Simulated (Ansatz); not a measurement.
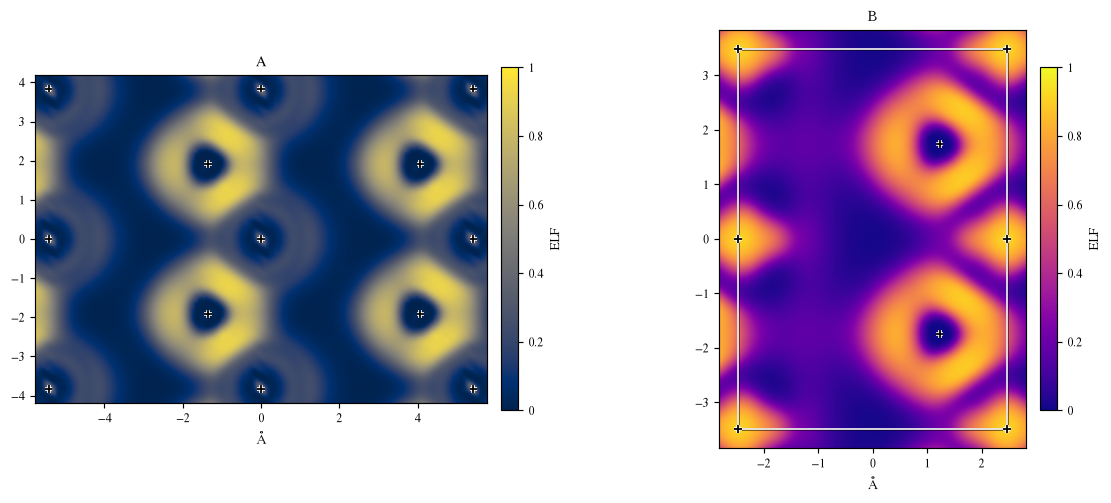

The ELF of 2 systems, each on a plane through atoms (crosses mark nuclei in the plane).

Theory: Kohn-Sham DFT of a periodic cell, PBEsol0, Ansatz PAW (Ansatz 0.2.0).

System 1: MnS, the (011) plane of the conventional cell. Space group F-43m; a structure from a database of computed crystals, not necessarily the ambient phase; the program warned that a starting moment wasn't kept; spin-polarised, but the moments vanished.

```cif
data_structure
_symmetry_space_group_name_H-M 'P 1'
_symmetry_Int_Tables_number 1
_cell_length_a 4.9350
_cell_length_b 4.9350
_cell_length_c 4.9350
_cell_angle_alpha 90.000
_cell_angle_beta 90.000
_cell_angle_gamma 90.000
_cell_volume 120.19
loop_
_atom_site_label
_atom_site_type_symbol
_atom_site_fract_x
_atom_site_fract_y
_atom_site_fract_z
_atom_site_occupancy
Mn1 Mn 0.50000 0.50000 0.00000 1
Mn2 Mn 0.00000 0.50000 0.50000 1
Mn3 Mn 0.00000 0.00000 0.00000 1
Mn4 Mn 0.50000 0.00000 0.50000 1
S1 S 0.75000 0.75000 0.25000 1
S2 S 0.25000 0.75000 0.75000 1
S3 S 0.25000 0.25000 0.25000 1
S4 S 0.75000 0.25000 0.75000 1
```

System 2: GaP, the (011) plane of the conventional cell. Space group F-43m.

> Which map belongs to which system?

Panel A is system 2, GaP: the plane holds Ga and P. Ga–P (2.35 Å): the ELF peaks at about 0.95 in the valence shell of P, 0.8 Å from its nucleus, and is about 0.80 at the midpoint. Panel B is system 1, MnS: the plane holds Mn and S. Mn–S (2.14 Å): the ELF peaks at about 0.90 in the valence shell of S, 0.8 Å from its nucleus, and is about 0.55 at the midpoint.
